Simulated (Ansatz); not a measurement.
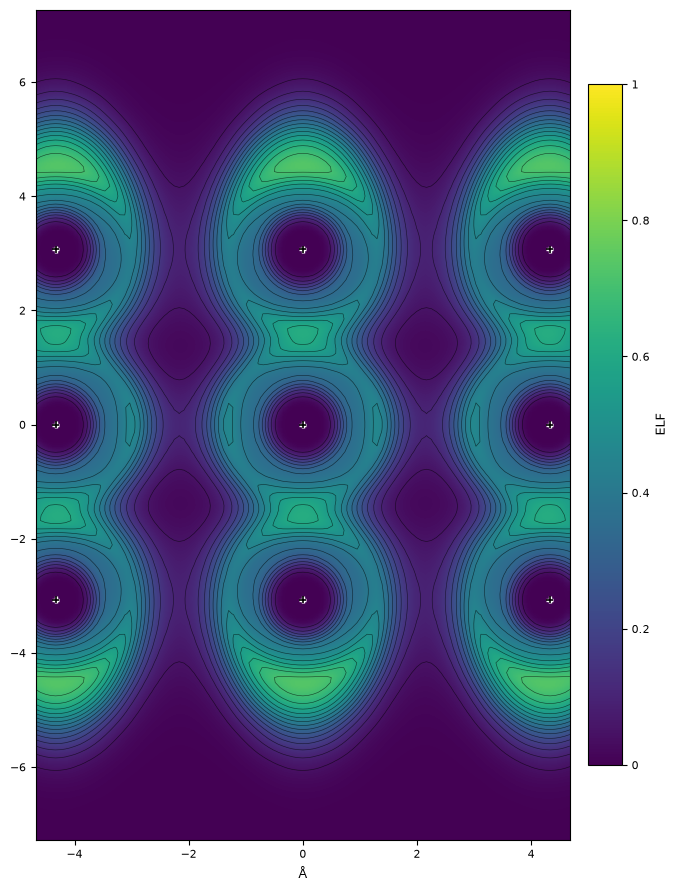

The electron localisation function on a plane through atoms (crosses mark nuclei in the plane).

These are results of DFT PBE+D3(BJ), scalar-relativistic, plane waves, PAW in Ansatz, not measurements.

Candidates:
A. CdTe (slab), a = 9.22 Å, b = 9.22 Å, c = 20.70 Å, α = 90.00°, β = 90.00°, γ = 120.00°. 
B. Sb (slab), a = 6.12 Å, b = 6.12 Å, c = 22.12 Å, α = 90.00°, β = 90.00°, γ = 90.00°. 

Q: Which candidate gave the map?

A: Candidate B: Sb on the (110) plane of the calculation cell, a cut from vacuum to vacuum, which holds Sb. Sb–Sb (3.07 Å): the ELF peaks at about 0.60 between the atoms.
